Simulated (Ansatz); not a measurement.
Nb$_{8}$H

Input

```
crystal:
  lattice:
    - [0.0, 4.2352560966, 4.2352560966]
    - [4.2352560966, 0.0, 4.2352560966]
    - [4.2352560966, 4.2352560966, 0.0]
  atoms:
    - { symbol: Nb, position: [0.0, 0.0, 0.0] }
    - { symbol: Nb, position: [-0.002835295, -0.002835295, 0.502835295] }
    - { symbol: Nb, position: [-0.002835295, 0.502835295, -0.002835295] }
    - { symbol: Nb, position: [-0.002835295, 0.502835295, 0.502835295] }
    - { symbol: Nb, position: [0.502835295, -0.002835295, -0.002835295] }
    - { symbol: Nb, position: [0.502835295, -0.002835295, 0.502835295] }
    - { symbol: Nb, position: [0.502835295, 0.502835295, -0.002835295] }
    - { symbol: Nb, position: [0.5, 0.5, 0.5] }
    - { symbol: H, position: [0.25, 0.25, 0.25] }
basis:
  ecutwfc: 420
kpoints:
  mp_grid: { grid: [6, 6, 6] }
hamiltonian:
  xc: pbe
scf:
  occupations: { method: gaussian, width: 0.1 }
output:
  forces: true
  stress: true
  eigenvalues: true
  write_density: true
  write_potential: true
  elf: true
  volumetric_format: npy
relax:
  adjacent_minimum: "off"
  f_tol: 0.025
  max_steps: 70
  cell: { stress_tol: 0.12 }
```

Launched as:

```sh
ansatz run input.yaml --threads 2 --pin off --max-ram 5120MiB --backend cpu --events-out ev --progress --plain --runs-dir out
```

Below, planes, directions and counts refer to the conventional cell (a = 8.48 Å, b = 8.48 Å, c = 8.48 Å, α = 90.00°, β = 90.00°, γ = 90.00°).

The fields are those of the relaxed geometry.

Space group Fm-3m; computed without spin polarisation.

All numbers below come from DFT PBE, scalar-relativistic, plane waves, PAW (Ansatz).

Core electrons are frozen (PAW), and the valence fields are smoothed inside the atomic spheres.

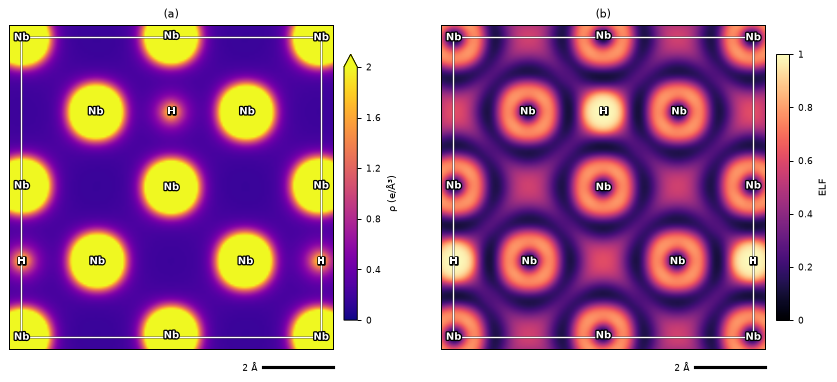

Figure 1. (a) valence electron density; (b) electron localisation function on the (100) plane of the conventional cell.

Q: What do the fields say about this system?

A: Atoms in the plane: Nb and H.
Nb–H (2.14 Å): ρ at the midpoint is about 0.42 e/Å³; the ELF climbs to about 1 towards the hydrogen.
Nb–Nb (2.97 Å): ρ is about 0.25 e/Å³ halfway; the ELF is about 0.25 at the midpoint (no shared electron pair shows on this line).
Nb–Nb (3.03 Å): ρ is about 0.24 e/Å³ halfway; the ELF is about 0.25 at the midpoint: no localised pair shows between them.
Between the atoms the lowest density in this plane is 0.16 e/Å³.
The features right at Nb lie inside the PAW spheres, where the map follows smoothed inner orbitals and isn't to be read closely.

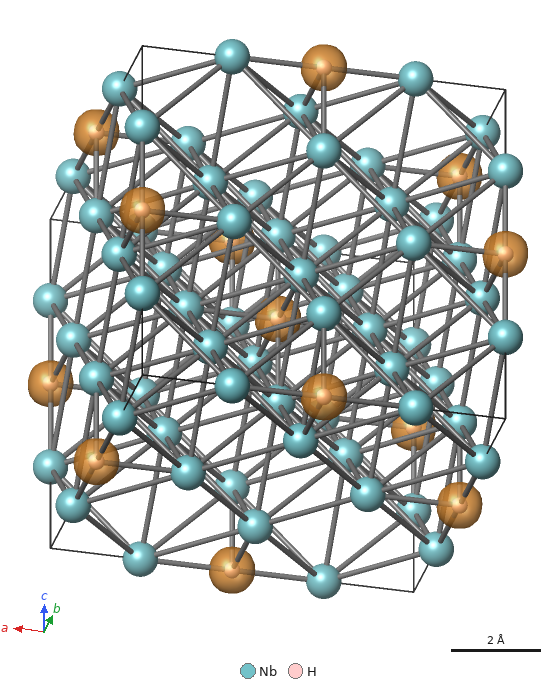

Figure 2. Isosurface of the ELF at 0.8 (orange), seen at an oblique angle. Core shells and regions of very low density are left out. Sticks mark near contacts.

Q: Describe the localisation domains.

A: The surface consists of four regions around hydrogen nuclei, counted in one cell of 36 atoms. Any copies at cell faces, edges or corners count once.

Q: Does the calculation make it a metal, or give it a gap?

A: It is gapless in this calculation (a metal or semimetal).
